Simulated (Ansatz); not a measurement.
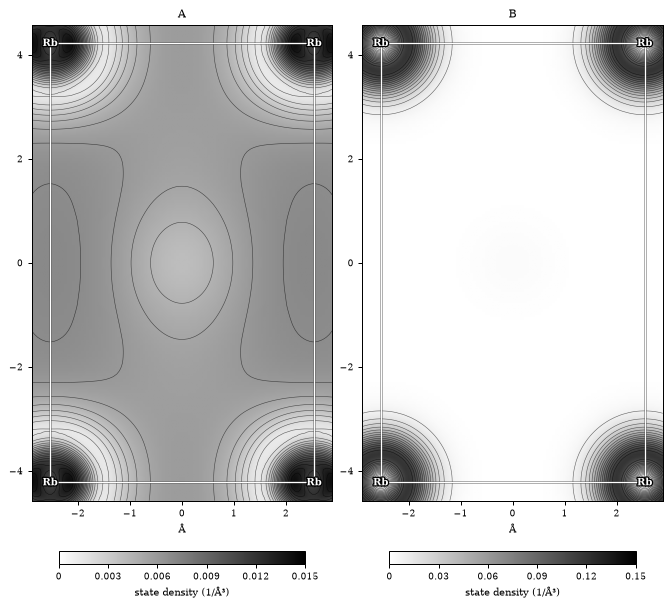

Rb: densities of the states in two energy windows, on the (010) plane of the conventional cell.

Space group Cmcm. This isn't the usual form at ambient conditions. The cell comes from a database of computed structures, not from a measurement.

Level of theory: DFT PBE, scalar-relativistic, plane waves, PAW (Ansatz 0.2.0).

In a PAW calculation such maps are meaningful between the atoms, not at the nuclei.

### Match the panels to the energy ranges (zero at the Fermi level): −13.02 to −12.88 eV and −0.25 to +0.25 eV.

Panel A: −0.25 to +0.25 eV, the states at the Fermi level, mainly Rb 5s (over 95 %).
Panel B: −13.02 to −12.88 eV, a separate group of bands (semicore or deep states), mainly Rb 4p (over 95 %).
The characters are Löwdin shares on a minimal set of atomic orbitals.
